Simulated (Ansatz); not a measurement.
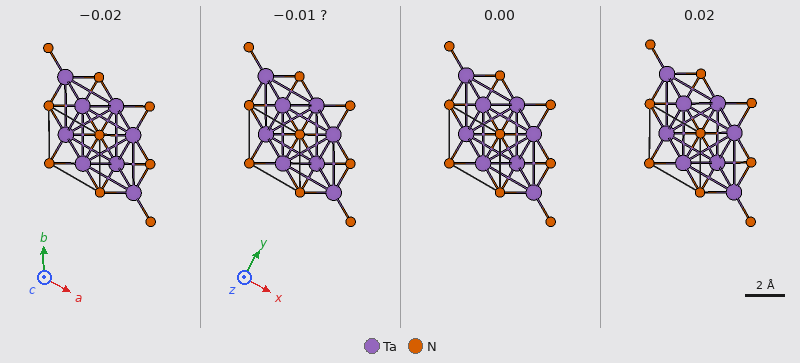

Energy scan for crystalline Ta₂N (P-3m1), in which the cell is strained along y alone, with the atoms kept at their fractional coordinates. x, y and z are the Cartesian axes of the input. A ball-and-stick model of the cell of the calculation, repeated 2 × 2 × 1 with one cell outlined, seen along the c axis.

All numbers below come from DFT PBEsol, scalar-relativistic, plane waves, PAW (Ansatz 0.2.0). Settings: plane-wave cutoff 420 eV; k-point mesh 18 × 18 × 10; occupations gaussian; smearing width 0.15 eV; no spin polarisation. Energies (free energies at the smearing named) are counted from the relaxed crystal.

```csv
strain,E − E(ref) (meV/atom)
−0.020,8.5
−0.015,4.7
−0.010,?
0.000,0.0
0.005,0.5
0.015,4.5
0.020,7.8
```

Q: One row is withheld. What is its energy?

A: A straight line between the two neighbours gives 3.1 meV/atom. A cubic through the four nearest rows (−0.020, −0.015, 0.000, 0.005) gives, with Lagrange weights, (−0.3000)(8.5) + (1.0000)(4.7) + (0.5000)(0.0) + (−0.2000)(0.5) = 2.1 meV/atom. The calculation gives 2.1 meV/atom, so the cubic is right to the digits shown and the straight line 1.0 meV/atom too high, as the curve bends upwards here.

The whole profile:

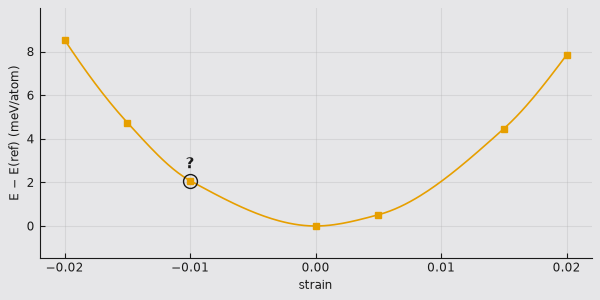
